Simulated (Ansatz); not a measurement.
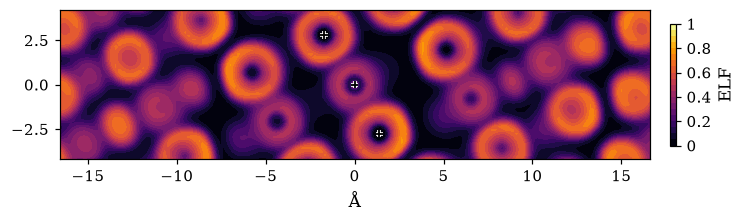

The ELF on a plane through atoms (crosses mark nuclei in the plane).

Level of theory: DFT PBE, scalar-relativistic, plane waves, PAW in Ansatz 0.2.0.

Candidates:
A. Bi₂Te₃, a = 4.45 Å, b = 4.45 Å, c = 32.17 Å, α = 90.00°, β = 90.00°, γ = 120.00°. Space group R-3m.
B. SrCl₂, a = 4.64 Å, b = 4.64 Å, c = 13.63 Å, α = 90.00°, β = 90.00°, γ = 120.00°. Space group R-3m; computed pressure about 2 GPa in this cell.

Which system is this?

Answer. Candidate A: Bi₂Te₃ on the (111) plane of the conventional cell, which holds Bi and Te. Bi–Te (3.09 Å): the ELF peaks at about 0.65 in the valence shell of Te, 1.3 Å from its nucleus, and drops to about 0.35 between the two atoms. Bi–Te (3.29 Å): the ELF peaks at about 0.65 in the valence shell of Te, 1.3 Å from its nucleus, and drops to about 0.30 between the two atoms.
